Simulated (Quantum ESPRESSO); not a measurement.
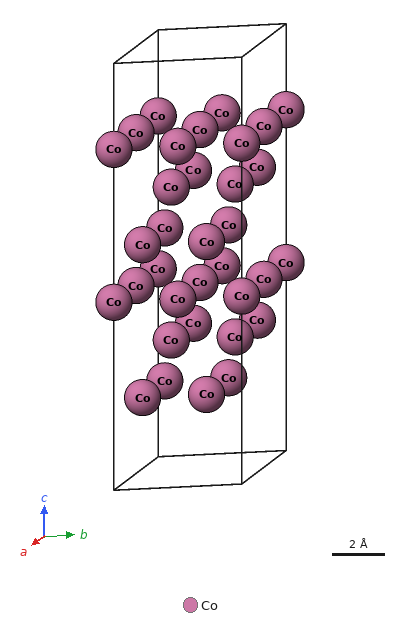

Fig. 1: The structure as given in the input (spheres-only view of the 2 × 2 repeat of the cell, with the vacuum cut short, seen slightly off an axis). An atom can appear more than once, as a periodic image.

Workfunction calculation of Co (part 1 of 3)

The run: workfunction calculation of Co (slab, 6 atoms in the cell). Method and program: Kohn-Sham DFT of a periodic cell, PBE, PseudoDojo 0.4.1 SR PBE standard, spin-polarised (Quantum ESPRESSO 7.5).

The structure derives from an entry of the Crystallography Open Database.

**Output**
```
This program is part of the open-source Quantum ESPRESSO suite
     for quantum simulation of materials; please cite
         "P. Giannozzi et al., J. Phys.:Condens. Matter 21 395502 (2009);
         "P. Giannozzi et al., J. Phys.:Condens. Matter 29 465901 (2017);
         "P. Giannozzi et al., J. Chem. Phys. 152 154105 (2020);
          URL
     in publications or presentations arising from this work. More details at

     Message from routine setup:
     using ibrav=0 with symmetry is DISCOURAGED, use correct ibrav instead

     K-points division:     npool     =       2
     Subspace diagonalization in iterative solution of the eigenvalue problem:
     a serial algorithm will be used

     G-vector sticks info
     --------------------
     sticks:   dense  smooth     PW     G-vecs:    dense   smooth      PW
     Sum         595     595    187               121121   121121   19609

     Using Slab Decomposition

     bravais-lattice index     =            0
     lattice parameter (alat)  =       8.0000  a.u.
     unit-cell volume          =     956.0973 (a.u.)^3
     number of atoms/cell      =            6
     number of atomic types    =            1
     number of electrons       =       102.00
     number of Kohn-Sham states=           69
     kinetic-energy cutoff     =      96.0000  Ry
     charge density cutoff     =     384.0000  Ry
     scf convergence threshold =      6.0E-09
     mixing beta               =       0.3000
     number of iterations used =            8  local-TF  mixing
     Exchange-correlation= PBE
                           (   1   4   3   4   0   0   0)

     celldm(1)=   8.000000  celldm(2)=   0.000000  celldm(3)=   0.000000
     celldm(4)=   0.000000  celldm(5)=   0.000000  celldm(6)=   0.000000

     crystal axes: (cart. coord. in units of alat)
               a(1) = (   0.599871  -0.000000  -0.000000 )
               a(2) = (  -0.299935   0.519503   0.000000 )
               a(3) = (   0.000000   0.000000   5.992198 )

     reciprocal axes: (cart. coord. in units 2 pi/alat)
               b(1) = (  1.667026  0.962458 -0.000000 )
               b(2) = (  0.000000  1.924916 -0.000000 )
               b(3) = (  0.000000  0.000000  0.166884 )

     PseudoPot. # 1 for Co read from file:
     Co.upf
     Pseudo is Norm-conserving + core correction, Zval = 17.0
     Generated using ONCVPSP code by D. R. Hamann
     Using radial grid of 1388 points,  6 beta functions with:
                l(1) =   0
                l(2) =   0
                l(3) =   1
                l(4) =   1
                l(5) =   2
                l(6) =   2

     atomic species   valence    mass     pseudopotential
     Co               17.00    58.93320     Co( 1.00)

     Starting magnetic structure
     atomic species   magnetization
     Co              0.118

     12 Sym. Ops., with inversion, found ( 6 have fractional translation)

   Cartesian axes

     site n.     atom                  positions (alat units)
         1        Co     tau(   1) = (   0.2999354   0.1731678   1.7716182  )
         2        Co     tau(   2) = (  -0.0000000   0.3463355   2.2614106  )
         3        Co     tau(   3) = (   0.0000000   0.0000000   2.7512030  )
         4        Co     tau(   4) = (   0.2999354   0.1731678   3.2409954  )
         5        Co     tau(   5) = (  -0.0000000   0.3463355   3.7307878  )
         6        Co     tau(   6) = (   0.0000000   0.0000000   4.2205802  )

     number of k points=    19  Fermi-Dirac smearing, width (Ry)=  0.0037
                       cart. coord. in units 2pi/alat
        k(    1) = (   0.0000000   0.0000000   0.0000000), wk =   0.0069444
        k(    2) = (   0.0000000   0.1604096   0.0000000), wk =   0.0416667
        k(    3) = (   0.0000000   0.3208193   0.0000000), wk =   0.0416667
        k(    4) = (   0.0000000   0.4812289   0.0000000), wk =   0.0416667
        k(    5) = (   0.0000000   0.6416386   0.0000000), wk =   0.0416667
        k(    6) = (   0.0000000   0.8020482   0.0000000), wk =   0.0416667
        k(    7) = (   0.0000000  -0.9624578   0.0000000), wk =   0.0208333
        k(    8) = (   0.1389188   0.2406145   0.0000000), wk =   0.0416667
        k(    9) = (   0.1389188   0.4010241   0.0000000), wk =   0.0833333
        k(   10) = (   0.1389188   0.5614337   0.0000000), wk =   0.0833333
        k(   11) = (   0.1389188   0.7218434   0.0000000), wk =   0.0833333
        k(   12) = (   0.1389188   0.8822530   0.0000000), wk =   0.0833333
        k(   13) = (   0.2778376   0.4812289   0.0000000), wk =   0.0416667
        k(   14) = (   0.2778376   0.6416386   0.0000000), wk =   0.0833333
        k(   15) = (   0.2778376   0.8020482   0.0000000), wk =   0.0833333
        k(   16) = (   0.2778376   0.9624578   0.0000000), wk =   0.0416667
        k(   17) = (   0.4167565   0.7218434   0.0000000), wk =   0.0416667
        k(   18) = (   0.4167565   0.8822530   0.0000000), wk =   0.0833333
        k(   19) = (   0.5556753   0.9624578   0.0000000), wk =   0.0138889

     Dense  grid:   121121 G-vectors     FFT dimensions: (  30,  30, 300)

     Generating pointlists ...
     new r_m :   0.2474 (alat units)  1.9796 (a.u.) for type    1

     Initial potential from superposition of free atoms

     starting charge     101.9983, renormalised to     102.0000

     negative rho (up, down):  8.907E-06 7.033E-06
     Starting wfcs are   60 randomized atomic wfcs +    9 random wfcs

     Self-consistent Calculation

     iteration #  1     ecut=    96.00 Ry     beta= 0.30
     Davidson diagonalization with overlap
     ethr =  1.00E-02,  avg # of iterations =  5.5

     negative rho (up, down):  2.181E-08 2.054E-08

     total energy              =   -1836.30472143 Ry
     estimated scf accuracy    <       3.01234447 Ry

     total magnetization       =    10.14 Bohr mag/cell
     absolute magnetization    =    10.38 Bohr mag/cell

     iteration #  2     ecut=    96.00 Ry     beta= 0.30
     Davidson diagonalization with overlap
     ethr =  2.95E-03,  avg # of iterations =  1.0

     total energy              =   -1836.31724765 Ry
     estimated scf accuracy    <       0.41715184 Ry

     total magnetization       =    10.16 Bohr mag/cell
     absolute magnetization    =    10.51 Bohr mag/cell

     iteration #  3     ecut=    96.00 Ry     beta= 0.30
     Davidson diagonalization with overlap
     ethr =  4.09E-04,  avg # of iterations =  2.1

     total energy              =   -1836.30361232 Ry
     estimated scf accuracy    <       1.05006109 Ry

     total magnetization       =    10.18 Bohr mag/cell
     absolute magnetization    =    10.67 Bohr mag/cell

     iteration #  4     ecut=    96.00 Ry     beta= 0.30
     Davidson diagonalization with overlap
     ethr =  4.09E-04,  avg # of iterations =  3.7

     total energy              =   -1836.32195111 Ry
     estimated scf accuracy    <       0.08438846 Ry

     total magnetization       =    10.27 Bohr mag/cell
     absolute magnetization    =    11.19 Bohr mag/cell

     iteration #  5     ecut=    96.00 Ry     beta= 0.30
     Davidson diagonalization with overlap
     ethr =  8.27E-05,  avg # of iterations =  3.6

     total energy              =   -1836.32270018 Ry
     estimated scf accuracy    <       0.02161002 Ry

     total magnetization       =    10.32 Bohr mag/cell
     absolute magnetization    =    11.36 Bohr mag/cell

     iteration #  6     ecut=    96.00 Ry     beta= 0.30
     Davidson diagonalization with overlap
     ethr =  2.12E-05,  avg # of iterations =  3.3

     total energy              =   -1836.31799976 Ry
     estimated scf accuracy    <       0.01768689 Ry

     total magnetization       =    10.38 Bohr mag/cell
     absolute magnetization    =    11.44 Bohr mag/cell

     iteration #  7     ecut=    96.00 Ry     beta= 0.30
     Davidson diagonalization with overlap
     ethr =  1.73E-05,  avg # of iterations =  5.5

     total energy              =   -1836.31989812 Ry
     estimated scf accuracy    <       0.00702444 Ry

     total magnetization       =    10.51 Bohr mag/cell
     absolute magnetization    =    11.76 Bohr mag/cell

     iteration #  8     ecut=    96.00 Ry     beta= 0.30
     Davidson diagonalization with overlap
     ethr =  6.89E-06,  avg # of iterations =  3.5

     total energy              =   -1836.31941895 Ry
     estimated scf accuracy    <       0.01818486 Ry

     total magnetization       =    10.48 Bohr mag/cell
     absolute magnetization    =    11.57 Bohr mag/cell

     iteration #  9     ecut=    96.00 Ry     beta= 0.30
     Davidson diagonalization with overlap
     ethr =  6.89E-06,  avg # of iterations =  4.7

     negative rho (up, down):  1.847E-03 1.259E-03

     total energy              =   -1836.31840210 Ry
     estimated scf accuracy    <       0.00525735 Ry

     total magnetization       =    10.53 Bohr mag/cell
     absolute magnetization    =    11.64 Bohr mag/cell

     iteration # 10     ecut=    96.00 Ry     beta= 0.30
     Davidson diagonalization with overlap
     ethr =  5.15E-06,  avg # of iterations =  5.8

     negative rho (up, down):  3.153E-03 2.470E-03

     total energy              =   -1836.31833579 Ry
     estimated scf accuracy    <       0.00234147 Ry

     total magnetization       =    10.50 Bohr mag/cell
     absolute magnetization    =    11.59 Bohr mag/cell

     iteration # 11     ecut=    96.00 Ry     beta= 0.30
     Davidson diagonalization with overlap
     ethr =  2.30E-06,  avg # of iterations =  5.9

     negative rho (up, down):  2.876E-03 2.379E-03

     total energy              =   -1836.31813923 Ry
     estimated scf accuracy    <       0.00858848 Ry

     total magnetization       =    10.51 Bohr mag/cell
     absolute magnetization    =    11.58 Bohr mag/cell

     iteration # 12     ecut=    96.00 Ry     beta= 0.30
     Davidson diagonalization with overlap
     ethr =  2.30E-06,  avg # of iterations =  6.4

     negative rho (up, down):  1.987E-03 1.674E-03

     total energy              =   -1836.31837141 Ry
     estimated scf accuracy    <       0.00031018 Ry

     total magnetization       =    10.52 Bohr mag/cell
     absolute magnetization    =    11.65 Bohr mag/cell

     iteration # 13     ecut=    96.00 Ry     beta= 0.30
     Davidson diagonalization with overlap
     ethr =  3.04E-07,  avg # of iterations =  3.6

     negative rho (up, down):  5.741E-04 4.842E-04

     total energy              =   -1836.31838617 Ry
     estimated scf accuracy    <       0.00025071 Ry

     total magnetization       =    10.52 Bohr mag/cell
     absolute magnetization    =    11.66 Bohr mag/cell

     iteration # 14     ecut=    96.00 Ry     beta= 0.30
     Davidson diagonalization with overlap
     ethr =  2.46E-07,  avg # of iterations =  5.5

     negative rho (up, down):  4.307E-04 3.536E-04

     total energy              =   -1836.31839274 Ry
     estimated scf accuracy    <       0.00001384 Ry

     total magnetization       =    10.52 Bohr mag/cell
     absolute magnetization    =    11.67 Bohr mag/cell

     iteration # 15     ecut=    96.00 Ry     beta= 0.30
     Davidson diagonalization with overlap
     ethr =  1.36E-08,  avg # of iterations =  1.4

     negative rho (up, down):  1.577E-05 5.128E-06

     total energy              =   -1836.31838926 Ry
     estimated scf accuracy    <       0.00000724 Ry

     total magnetization       =    10.53 Bohr mag/cell
     absolute magnetization    =    11.67 Bohr mag/cell

     iteration # 16     ecut=    96.00 Ry     beta= 0.30
     Davidson diagonalization with overlap
     ethr =  7.10E-09,  avg # of iterations =  5.9

     total energy              =   -1836.31839078 Ry
     estimated scf accuracy    <       0.00000171 Ry

     total magnetization       =    10.53 Bohr mag/cell
     absolute magnetization    =    11.67 Bohr mag/cell

     iteration # 17     ecut=    96.00 Ry     beta= 0.30
     Davidson diagonalization with overlap
     ethr =  1.68E-09,  avg # of iterations =  3.3

     total energy              =   -1836.31839108 Ry
     estimated scf accuracy    <       0.00000030 Ry

     total magnetization       =    10.53 Bohr mag/cell
     absolute magnetization    =    11.67 Bohr mag/cell

     iteration # 18     ecut=    96.00 Ry     beta= 0.30
     Davidson diagonalization with overlap
     ethr =  2.95E-10,  avg # of iterations =  2.3

     total energy              =   -1836.31839142 Ry
     estimated scf accuracy    <       0.00000006 Ry

     total magnetization       =    10.53 Bohr mag/cell
     absolute magnetization    =    11.67 Bohr mag/cell

     iteration # 19     ecut=    96.00 Ry     beta= 0.30
     Davidson diagonalization with overlap
     ethr =  5.83E-11,  avg # of iterations =  1.9

     total energy              =   -1836.31839163 Ry
     estimated scf accuracy    <       0.00000003 Ry

     total magnetization       =    10.53 Bohr mag/cell
     absolute magnetization    =    11.67 Bohr mag/cell

     iteration # 20     ecut=    96.00 Ry     beta= 0.30
     Davidson diagonalization with overlap
     ethr =  2.83E-11,  avg # of iterations =  3.5

     Magnetic moment per site  (integrated on atomic sphere of radius R)
     atom   1 (R=0.247)  charge= 15.5668  magn=  1.8813
     atom   2 (R=0.247)  charge= 15.6529  magn=  1.8257
     atom   3 (R=0.247)  charge= 15.6557  magn=  1.8069
     atom   4 (R=0.247)  charge= 15.6557  magn=  1.8069
     atom   5 (R=0.247)  charge= 15.6529  magn=  1.8257
     atom   6 (R=0.247)  charge= 15.5668  magn=  1.8813

     End of self-consistent calculation

 ------ SPIN UP ------------

          k = 0.0000 0.0000 0.0000 ( 15251 PWs)   bands (ev):

   -89.8439 -89.8385 -89.8235 -89.8086 -89.6988 -89.6988 -53.2607 -53.2215
   -53.1557 -53.0914 -53.0555 -53.0555 -53.0513 -53.0508 -53.0508 -53.0374
   -53.0374 -53.0282 -53.0240 -53.0240 -52.8767 -52.8767 -52.8767 -52.8767
    -2.2434  -1.5847  -0.6009   0.4393   1.0824   1.2342   3.2945   3.3709
     3.4381   3.4381   3.4847   3.4947   3.5484   3.5484   3.5946   3.5946
     3.6588   3.6588   3.8102   3.8102   3.8415   3.8415   4.3403   4.4333
     4.4333   4.4527   4.4527   4.5854   4.5854   4.8325   4.8325   5.0640
     5.0640   5.2256   5.2256   5.8306   6.3253  10.8887  11.0291  12.2008
    12.7159  14.2415  14.7585  17.0556  17.3888

          k = 0.0000 0.1604 0.0000 ( 15243 PWs)   bands (ev):

   -89.8416 -89.8365 -89.8218 -89.8072 -89.6970 -89.6970 -53.2558 -53.2184
   -53.1557 -53.0956 -53.0674 -53.0616 -53.0594 -53.0560 -53.0543 -53.0454
   -53.0403 -53.0332 -53.0297 -53.0264 -52.8893 -52.8893 -52.8798 -52.8798
    -2.0126  -1.3612  -0.3889   0.6368   1.2585   1.3903   3.1861   3.2565
     3.3252   3.3565   3.4699   3.5106   3.5332   3.6114   3.6358   3.6483
     3.6651   3.7494   3.7636   3.8216   3.8877   3.9342   3.9716   4.3261
     4.3380   4.4407   4.4719   4.5770   4.5958   4.7001   4.8346   4.8960
     5.0688   5.2335   5.4286   6.4267   7.0404  11.1044  11.2162  12.4076
    12.8516  14.4413  14.9333  17.2522  17.5786

          k = 0.0000 0.3208 0.0000 ( 15281 PWs)   bands (ev):

   -89.8353 -89.8310 -89.8172 -89.8036 -89.6922 -89.6922 -53.2422 -53.2107
   -53.1597 -53.1179 -53.0982 -53.0892 -53.0777 -53.0699 -53.0637 -53.0591
   -53.0485 -53.0456 -53.0347 -53.0333 -52.9234 -52.9233 -52.8883 -52.8883
    -1.3462  -0.7249   0.1959   1.1527   1.7066   1.7969   2.8633   3.0008
     3.0441   3.1758   3.2455   3.4254   3.5454   3.5688   3.6327   3.7370
     3.7680   3.7922   3.8732   3.9087   3.9558   4.0538   4.0798   4.1726
     4.1876   4.3254   4.3583   4.4806   4.6166   4.6619   4.8363   5.0802
     5.2290   5.2541   6.1508   7.4375   8.3352  11.7513  11.7594  13.0274
    13.2900  15.0500  15.4622  17.8419  18.1424

          k = 0.0000 0.4812 0.0000 ( 15245 PWs)   bands (ev):

   -89.8265 -89.8233 -89.8109 -89.7990 -89.6857 -89.6857 -53.2247 -53.2035
   -53.1804 -53.1612 -53.1375 -53.1287 -53.0966 -53.0839 -53.0765 -53.0677
   -53.0597 -53.0522 -53.0429 -53.0427 -52.9687 -52.9686 -52.8999 -52.8999
    -0.3462   0.1844   0.9273   1.6306   2.0694   2.2454   2.4665   2.6532
     2.8873   2.9896   3.1300   3.2453   3.4857   3.5827   3.6757   3.7478
     3.7931   3.8307   3.8659   3.9354   4.0974   4.2283   4.3286   4.3785
     4.4387   4.5187   4.6144   4.6810   4.7324   4.8544   4.8641   5.0994
     5.2834   5.7210   7.0052   8.6064   9.8661  12.6099  12.8263  14.0521
    14.1058  16.0573  16.3189  18.1483  18.8410

          k = 0.0000 0.6416 0.0000 ( 15209 PWs)   bands (ev):

   -89.8175 -89.8156 -89.8046 -89.7948 -89.6791 -89.6791 -53.2258 -53.2212
   -53.2066 -53.1959 -53.1769 -53.1435 -53.1052 -53.0978 -53.0892 -53.0740
   -53.0710 -53.0584 -53.0527 -53.0520 -53.0117 -53.0110 -52.9115 -52.9115
     0.7050   1.0093   1.3338   1.6791   2.0499   2.1496   2.2804   2.4045
     2.6650   2.9753   3.2392   3.4141   3.4958   3.5341   3.6229   3.7264
     3.8508   4.1527   4.1804   4.3037   4.4735   4.4880   4.7215   4.8107
     4.8812   4.9159   4.9663   4.9985   5.0254   5.0743   5.1828   5.2407
     5.3352   6.4389   8.0397   9.8802  11.5572  13.5284  14.2309  14.6821
    15.2572  15.4286  15.9957  16.7154  17.3374

          k = 0.0000 0.8020 0.0000 ( 15177 PWs)   bands (ev):
```
